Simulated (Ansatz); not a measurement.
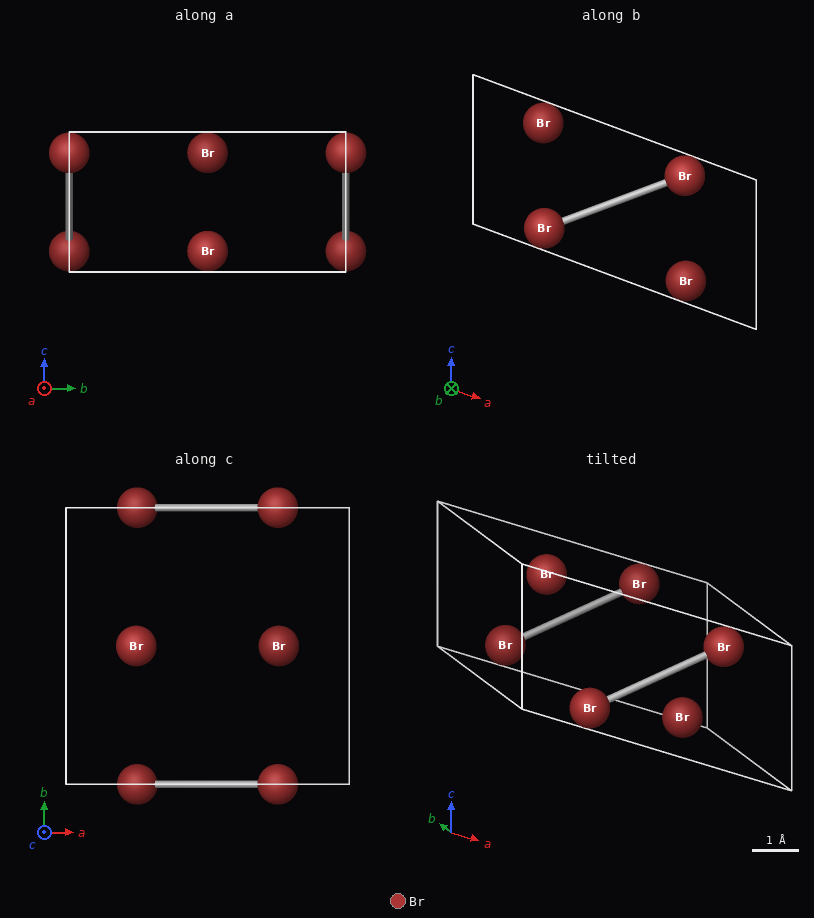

Ball-and-stick drawing of the structure, looking along the a axis, along the b axis, along the c axis and slightly off an axis. The frame is the conventional unit cell; atoms at its boundary are shown with their periodic copies.

Lattice parameters: a = 6.713 Å, b = 6.148 Å, c = 3.320 Å, α = 90.00°, β = 110.41°, γ = 90.00°.

> Transcribe the picture into a table of Wyckoff sites, with free fractional coordinates to two decimals.

Space group C2/m (No. 12).
```tsv
atom	site	x	y	z
Br	4i	0.75	0.50	0.15
```

The structure comes from a structure type filled with this element by a generator (whether the element takes this form wasn't checked). Earlier steps of the study may have refined or changed the cell and positions. It was set up as input for a calculation with Ansatz.
